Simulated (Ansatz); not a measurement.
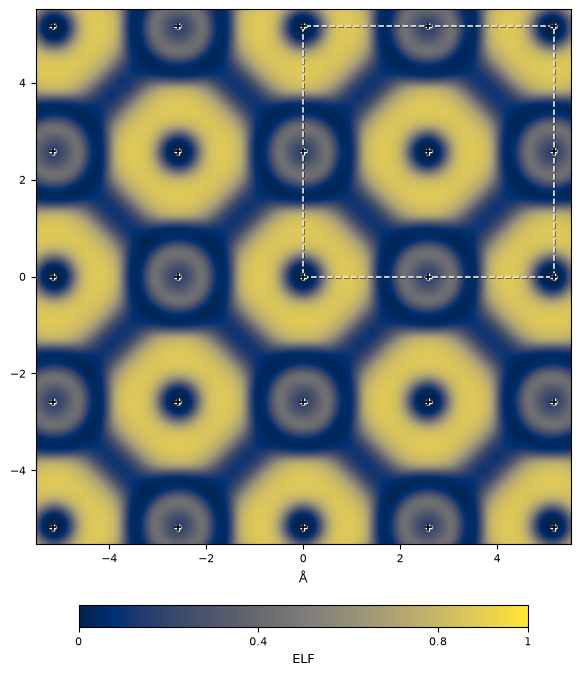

The electron localisation function on a plane through atoms (crosses mark nuclei in the plane).

Method: Kohn-Sham DFT of a periodic cell, HSE06, Ansatz PAW in Ansatz.

Candidates:
A. Sb, a = 3.13 Å, b = 3.13 Å, c = 5.39 Å, α = 90.00°, β = 90.00°, γ = 90.00°. Space group I4/mmm; a structure from a database of computed crystals, not necessarily the ambient phase.
B. MgS, a = 5.17 Å, b = 5.17 Å, c = 5.17 Å, α = 90.00°, β = 90.00°, γ = 90.00°. Space group Fm-3m.
C. Cu, a = 2.89 Å, b = 2.89 Å, c = 2.75 Å, α = 90.00°, β = 90.00°, γ = 90.00°. Space group I4/mmm; a structure from a database of computed crystals, not necessarily the ambient phase; computed pressure about 7 GPa in this cell.

> Which candidate gave the map?

Candidate B: MgS on the (001) plane of the conventional cell, which holds S and Mg. Mg–S (2.58 Å): the ELF peaks at about 0.90 in the valence shell of S, 0.9 Å from its nucleus, and falls to about 0.05 next to Mg (a largely ionic contact).
